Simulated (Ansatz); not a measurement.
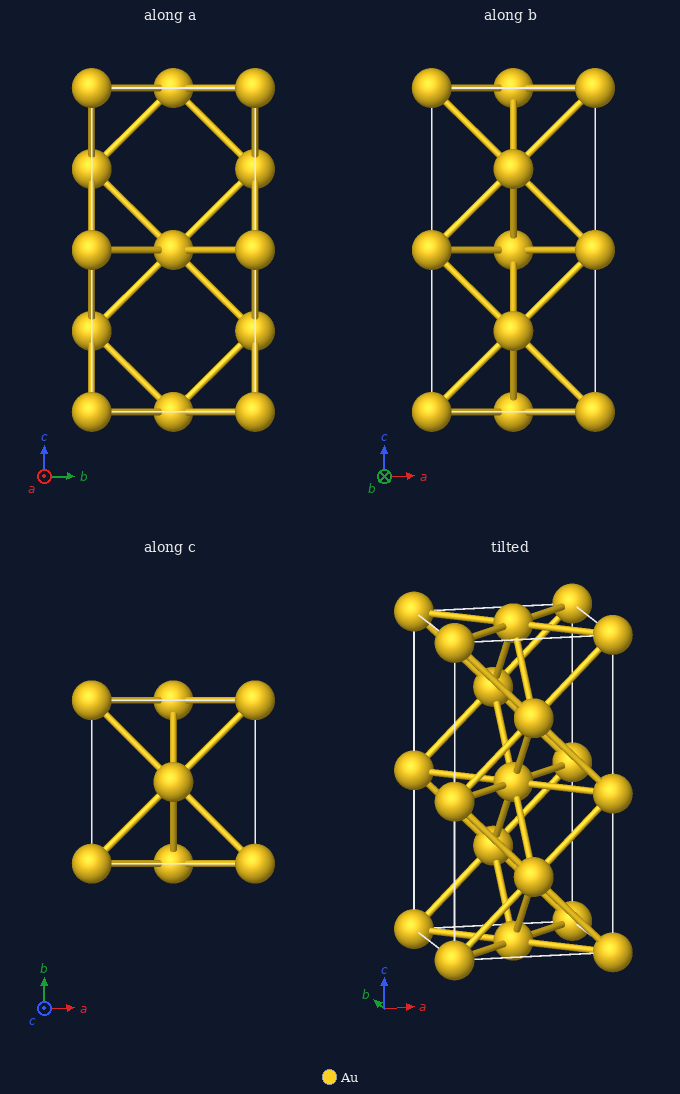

The figure gives a ball-and-stick picture of the atoms, viewed along the a axis, along the b axis, along the c axis and slightly off an axis. The unit cell is outlined; an atom on or near a face, edge or corner is repeated at each equivalent position.

Lattice parameters: a = 3.9937 Å, b = 3.9938 Å, c = 7.9175 Å, α = 90.005°, β = 89.990°, γ = 89.999°.

**Reconstruct the structure as a CIF in P1 with every atom of the cell.**

```cif
data_structure
_symmetry_space_group_name_H-M 'P 1'
_symmetry_Int_Tables_number 1
_cell_length_a 3.9937
_cell_length_b 3.9938
_cell_length_c 7.9175
_cell_angle_alpha 90.005
_cell_angle_beta 89.990
_cell_angle_gamma 89.999
_cell_volume 126.29
loop_
_atom_site_label
_atom_site_type_symbol
_atom_site_fract_x
_atom_site_fract_y
_atom_site_fract_z
_atom_site_occupancy
Au1 Au 0.0000 0.0000 0.0000 1
Au2 Au 0.0002 0.0002 0.5000 1
Au3 Au 0.5000 0.0001 0.2500 1
Au4 Au 0.5001 0.0001 0.7500 1
Au5 Au 0.5003 0.5001 0.5000 1
Au6 Au 0.5000 0.5000 0.0000 1
```

It derives from a random cell made by a generator, so it need not be a real form of the element. It is drawn as it came out of a relaxation with Ansatz, DFT PBE, scalar-relativistic, plane waves, PAW.
